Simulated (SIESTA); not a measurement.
## Energy of Ga along an even scaling of the cell

System: Ga (1 atom in the cell).
Method: Kohn-Sham DFT of a periodic cell, LDA, PseudoDojo 0.4 standard, converted to PSML, no spin polarisation (SIESTA 5.4.2).

The 7 runs differ only in the geometry, by an even scaling of the cell at fixed fractional positions. The structure derives from a Materials Project entry.

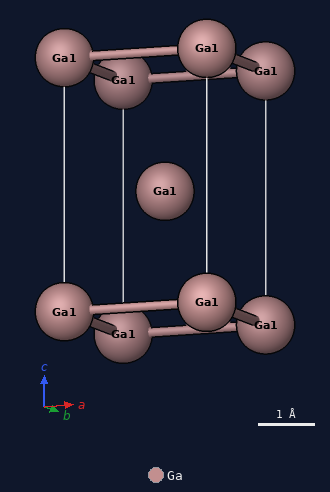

Figure 1. The structure of run 4 (ball-and-stick view of the cell 2 times as large as that of the calculation, set on its symmetry axes, seen at an oblique angle; atoms are numbered from 1 in the order of the input). An atom can appear more than once, as a periodic image.

### Input of run 4
```
SystemName                      Ga
SystemLabel                     Ga
NumberOfSpecies                 1
NumberOfAtoms                   1
%block ChemicalSpeciesLabel
  1  31 Ga
%endblock ChemicalSpeciesLabel

LatticeConstant                 1.0 Ang
%block LatticeVectors
    -1.3843987196     1.3843987196     2.3112238365
     1.3843987196    -1.3843987196     2.3112238365
     1.3843987196     1.3843987196    -2.3112238365
%endblock LatticeVectors
AtomicCoordinatesFormat         Fractional
%block AtomicCoordinatesAndAtomicSpecies
     0.0000000000     0.0000000000     0.0000000000  1  Ga
%endblock AtomicCoordinatesAndAtomicSpecies

%block kgrid.MonkhorstPack
   13   0   0  0.0
    0  13   0  0.0
    0   0  13  0.0
%endblock kgrid.MonkhorstPack
XC.Functional                   LDA
XC.Authors                      PW92
PAO.BasisSize                   DZP
PAO.EnergyShift                 0.003 Ry
Mesh.Cutoff                     800 Ry
OccupationFunction              FD
ElectronicTemperature           0.05 eV
MaxSCFIterations                120
SCF.MustConverge                false
SCF.Mixer.Method                Pulay
SCF.Mixer.Weight                0.25
SCF.Mixer.History               8
SCF.DM.Tolerance                5.0e-05
SCF.H.Tolerance                 1.0e-03 eV
WriteForces                     true
Charge.Mulliken                 end
%block PAO.Basis
  Ga 4
  n=4 0 2
    6.549 0.000
  n=4 1 2
    9.260 0.000
  n=3 2 2
    3.582 0.000
  n=4 2 1
    9.260
%endblock PAO.Basis
```

Command:
```bash
siesta < Ga.fdf > Ga.out 2>&1
```

Run 6 differs from it as follows:
```diff
-    -1.3843987196     1.3843987196     2.3112238365
-     1.3843987196    -1.3843987196     2.3112238365
-     1.3843987196     1.3843987196    -2.3112238365
+    -1.4026165814     1.4026165814     2.3416381643
+     1.4026165814    -1.4026165814     2.3416381643
+     1.4026165814     1.4026165814    -2.3416381643
```

### Results, with one run withheld

```tsv
run	volume per atom (Å³)	free energy per atom, from the lowest run given (meV)	pressure (GPa)
1	16.655	2.31	1.88
2	17.010	0.00	0.26
3	17.364	1.01	−1.13
4	17.718	4.89	−2.35
5	18.073	11.29	−3.41
6	18.427	?	?
7	18.781	30.17	−5.03
```

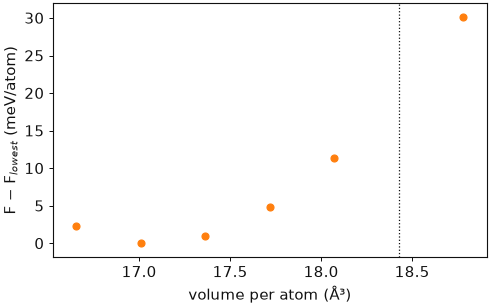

Figure 2. Free energy per atom of the runs given; the dotted line marks run 6.

Fit the runs given and predict run 6.

A cubic polynomial in V^(−2/3) (the Birch–Murnaghan form), fitted to the 6 runs given, misses them by at most 0.01 meV per atom. With x = V^(−2/3) − 0.14792 Å⁻², it reads F = 3.0368 − 2102.2 x + 3.5085e+05 x² + 2.3514e+06 x³ (meV per atom). At run 6 it gives 19.81 meV per atom, and the run itself gives 19.84. The slope of the fit gives a pressure −dF/dV of −4.29 GPa there, and the run prints −4.29 GPa. The fit has its minimum at 17.071 Å³ per atom, where V d²F/dV² gives 70.5 GPa. Cell shape and fractional positions are held, so this is the stiffness under even scaling; the relaxed bulk modulus wasn't computed.

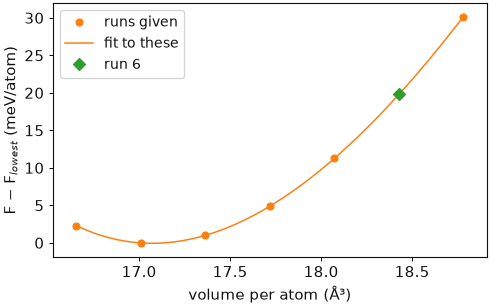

Figure 3. The fit and the withheld run.

### Some lines of the output (run 6)
```
[...]
outcell: Cell volume (Ang**3)        :     18.4271
stepf: Fermi-Dirac step function
siesta: Etot    =     -2077.577482
siesta: FreeEng =     -2077.580826
        iscf     Eharris(eV)        E_KS(eV)     FreeEng(eV)     dDmax    Ef(eV) dHmax(eV)
siesta: E_KS(eV) =            -2077.6498
siesta: E_KS - E_eggbox =     -2077.6498
siesta: Etot    =     -2077.649841
siesta: FreeEng =     -2077.653690
siesta:         Fermi =      -5.242515
siesta: Cell volume =         18.427131 Ang**3
    Orbital volume contribution        =           1.756714 eV
```

Notes: Points of doubt noted for this run: mulliken charges of long orbitals. With a small basis of atomic orbitals these values can differ much from converged plane-wave results.
